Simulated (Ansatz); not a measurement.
**Mending a single-point calculation on WSe2**

System: WSe2 (R3m, 3 atoms in the cell).
Method of run A: DFT, PBEsol, plane waves, PAW, no spin polarisation (Ansatz 0.2.0).

The structure was built on a prototype by a generator. The run did not end well. The geometry comes from this level: r2scan-rvv10. Text and figures count atoms from 1; the logs count them from 0 in places.

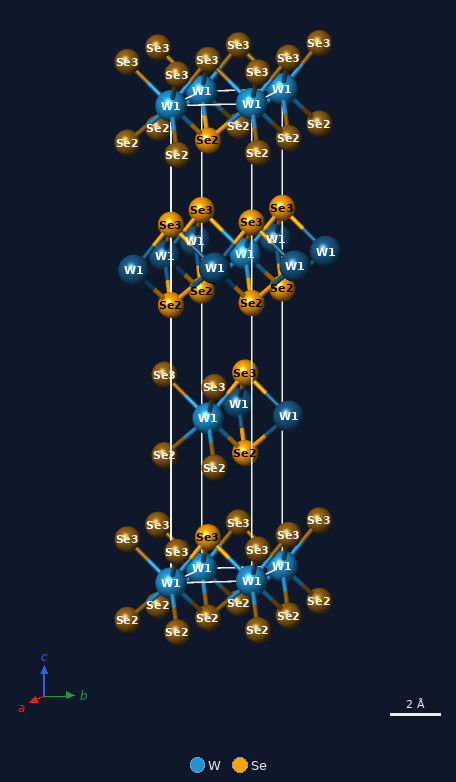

**Figure 1.** The structure (ball-and-stick view of the cell 3 times as large as that of the calculation, set on its symmetry axes, seen slightly off an axis; neighbours outside the cell are drawn fainter; atoms are numbered from 1 in the order of the input).

## Input, run A
```yaml
crystal:
  lattice:
    - [1.6510739566, 0.9532479933, 6.5796479446]
    - [-1.6510739566, 0.9532479933, 6.5796479446]
    - [0.0, -1.9064959866, 6.5796479446]
  atoms:
    - { symbol: W, position: [-1.83143e-05, -1.83143e-05, -1.83143e-05] }
    - { symbol: Se, position: [0.4176504316, 0.4176504316, 0.4176504316] }
    - { symbol: Se, position: [0.2490345494, 0.2490345494, 0.2490345494] }
kpoints:
  mp_grid: { grid: [6, 6, 6] }
hamiltonian:
  xc: pbesol
scf:
  occupations: { method: fixed }
  n_extra_bands: 4
  max_iter: 5
output:
  forces: true
  stress: true
  eigenvalues: true
```

Command:
```bash
ansatz run input.yaml --threads 4 --pin off --max-ram 3686MiB --backend cpu --events-out ev --progress --plain --runs-dir out
```

Hardware: 4 threads of an x86-64 CPU, shared host.

## Output, shortened to warnings, some set-up lines, iterations and results (run A)
```
Error: did not converge after 5 iterations: dr2 = 1.01e-6 (threshold 1.00e-7), under the density mixer `msr1`, which `scf.mixing.algorithm: auto` chose by the deck's other keys (type `scf.mixing.algorithm: msr1` to keep it); at k-index 24, counted from 0 in this SCF's own list of k-points, the highest band that the last eigensolve's fill by count filled, 12.109656 eV, and the lowest that it left …
Basis set: ecut = 420 eV, 1239 PW (Γ), FFT grids on a1−a3, a2−a3, a3, exchange–correlation on 48×48×96 points (8 copies of the dense FFT grid, shifted against one another)
Symmetry: 6 space group operations
k-points: 32 of 216 (time reversal used)
Initial density: superposition of atomic densities (neutral atoms: chi_scale 0, normalization atom), corrected by the library's trained network
[...]
SCF iter   1: F=—  HF=-21106.750202 eV  |F-HF|=—  |Δ(HF+E_count)|=         —  Δρ=5.04e-3  dr2=1.28e-2  ethr=1.77e-3  ⟨swp⟩=4.8  Hψ=3067  notcnv=0  defer=54
SCF iter   2: F=—  HF=-21106.751238 eV  |F-HF|=—  |Δ(HF+E_count)|=   1.04e-3  Δρ=2.69e-3  dr2=1.62e-3  ethr=2.78e-5  ⟨swp⟩=2.3  Hψ=1483  notcnv=0  defer=62
SCF iter   3: F=—  HF=-21106.752097 eV  |F-HF|=—  |Δ(HF+E_count)|=   8.59e-4  Δρ=1.42e-3  dr2=4.66e-4  ethr=3.52e-6  ⟨swp⟩=3.6  Hψ=4847  notcnv=0
SCF iter   4: F=—  HF=-21106.752489 eV  |F-HF|=—  |Δ(HF+E_count)|=   3.93e-4  Δρ=1.08e-4  dr2=1.34e-5  ethr=1.01e-6  ⟨swp⟩=2.8  Hψ=4189  notcnv=0
SCF iter   5: F=—  HF=-21106.752493 eV  |F-HF|=—  |Δ(HF+E_count)|=   3.87e-6  Δρ=3.17e-5  dr2=1.01e-6  ethr=2.91e-8  ⟨swp⟩=2.5  Hψ=2737  notcnv=0
[...]
```

What went wrong, and how is the input to be mended?

Some settings of this run were drawn to be unusual or wrong. The run did not converge: “did not converge after 5 iterations: dr2 = 1.01e-6 (threshold 1.00e-7), under the density mixer `msr1`, which `scf.mixing.algorithm: auto` chose by the deck's other keys (type `scf.mixing.algorithm: msr1` to keep it) …” Its last values are not results. Likely cause: The residual was still falling when the limit of 5 iterations cut the run off.

A run of the same system that converges differs from this input as follows (lines with − go, lines with + come):
```diff
-  max_iter: 5
```

## Output, shortened to warnings, some set-up lines, iterations and results (run B)
```
Basis set: ecut = 420 eV, 1239 PW (Γ), FFT grids on a1−a3, a2−a3, a3, exchange–correlation on 48×48×96 points (8 copies of the dense FFT grid, shifted against one another)
Symmetry: 6 space group operations
k-points: 32 of 216 (time reversal used)
Initial density: superposition of atomic densities (neutral atoms: chi_scale 0, normalization atom), corrected by the library's trained network
[...]
SCF iter   1: F=—  HF=-21106.750202 eV  |F-HF|=—  |Δ(HF+E_count)|=         —  Δρ=5.04e-3  dr2=1.28e-2  ethr=1.77e-3  ⟨swp⟩=4.8  Hψ=3067  notcnv=0  defer=54
SCF iter   2: F=—  HF=-21106.751238 eV  |F-HF|=—  |Δ(HF+E_count)|=   1.04e-3  Δρ=2.69e-3  dr2=1.62e-3  ethr=2.78e-5  ⟨swp⟩=2.3  Hψ=1483  notcnv=0  defer=62
SCF iter   3: F=—  HF=-21106.752097 eV  |F-HF|=—  |Δ(HF+E_count)|=   8.60e-4  Δρ=1.42e-3  dr2=4.67e-4  ethr=3.52e-6  ⟨swp⟩=2.3  Hψ=1143  notcnv=0  defer=64
SCF iter   4: F=—  HF=-21106.752489 eV  |F-HF|=—  |Δ(HF+E_count)|=   3.92e-4  Δρ=1.07e-4  dr2=1.28e-5  ethr=1.02e-6  ⟨swp⟩=2.0  Hψ=1216  notcnv=0  defer=64
SCF iter   5: F=—  HF=-21106.752493 eV  |F-HF|=—  |Δ(HF+E_count)|=   4.07e-6  Δρ=2.97e-5  dr2=1.00e-6  ethr=2.78e-8  ⟨swp⟩=2.0  Hψ=1492  notcnv=0  defer=1
SCF iter   6: F=—  HF=-21106.752494 eV  |F-HF|=—  |Δ(HF+E_count)|=   5.55e-7  Δρ=1.35e-5  dr2=1.99e-7  ethr=2.17e-10  ⟨swp⟩=7.6  Hψ=4631  notcnv=0
SCF iter   7: F=-21106.752494 eV  HF=-21106.752494 eV  |F-HF|=2.66e-8  |Δ(HF+E_count)|=   6.45e-8  Δρ=5.74e-6  dr2=2.98e-8  ethr=2.17e-10  ⟨swp⟩=5.0  Hψ=3625  notcnv=0
SCF 1 converged in 7 iterations: F = -21106.752494 eV  dr2 = 2.98e-8
SCF converged after 7 iterations
Free energy (F): -21106.752494 eV
Harris-Foulkes:  -21106.752494 eV  (|F-HF|=2.66e-8)
Internal energy: -21106.752494 eV  (E = F + TS)
E sigma→0 (E₀):  -21106.752494 eV
Fermi energy:    12.426297 eV
--- Per-component energies (eV) ---
  E_band       = -865.789689
  E_kinetic    = 689.092078
  E_local      = -5902.453571  (includes V_loc(G=0)·N_el)
  E_nonlocal   = -1180.960596
  E_hartree    = 2828.563867
  E_xc         = -472.703531
  E_vxc        = -435.922325  (∫ρ·V_xc dr)
  E_paw        = -12172.351369  (= ΣΔE_a)
  E_vpaw       = 307.323473  (= ΣTr[D̂ρ^β])
  E_aug_tail   = -0.001259  (compensation charges beyond the density's cutoff)
  E_ewald      = -4898.176807
  E_core_change = 2.238693  (= ΣΔE_core)
  E_smearing   = -0.000000  (= −TS)
  E_closure    = -0.000000  (closes the sum)
  Σ components = -21106.752494   (vs F -21106.752494, Δ=0.00e0)
--- Forces (eV/Å), atoms counted from 1 ---
  atom   1  W      0.00000000     0.00000000     0.00146924
  atom   2  Se    -0.00000000    -0.00000000    -0.03891587
  atom   3  Se     0.00000000    -0.00000000     0.03746272
  max |Σ_I F_I| component: 1.61e-5 eV/Å
--- Stress (GPa, compression-positive) ---
       -2.054301       0.000000       0.000000
        0.000000      -2.054301      -0.000000
        0.000000       0.000000      -0.254595
  P = ⅓ Tr σ = -1.4544 GPa (-14.544 kbar)
```

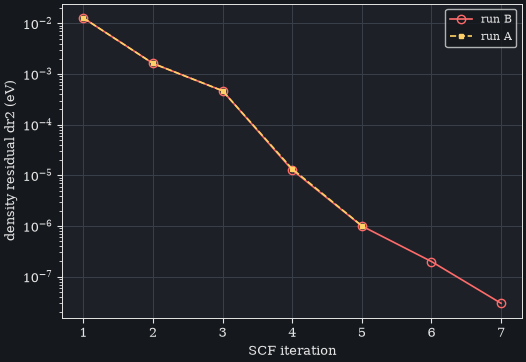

**Figure 2.** Convergence of the two runs: density residual dr2 against the SCF iteration. Run B takes 7 iterations in all, and run A stops after 5.

## The two runs side by side

| quantity | run A | run B |
| --- | --- | --- |
| outcome | not converged | converged |
| free energy per atom (eV) | – | −7035.5842 |
| gap on the mesh (eV) | – | 1.05 |
| pressure (GPa) | – | −1.45 |
| volume per atom (Å³) | – | 20.71 |
| largest force (eV/Å) | – | 0.039 |
| SCF iterations | – | 7 |
| irreducible k-points | – | 32 |
| plane waves at Γ | – | 1239 |
| wall time (shared host) | 3.1 s | 4.4 s |

Notes on run B: Spin–orbit coupling is left out, which matters for W.
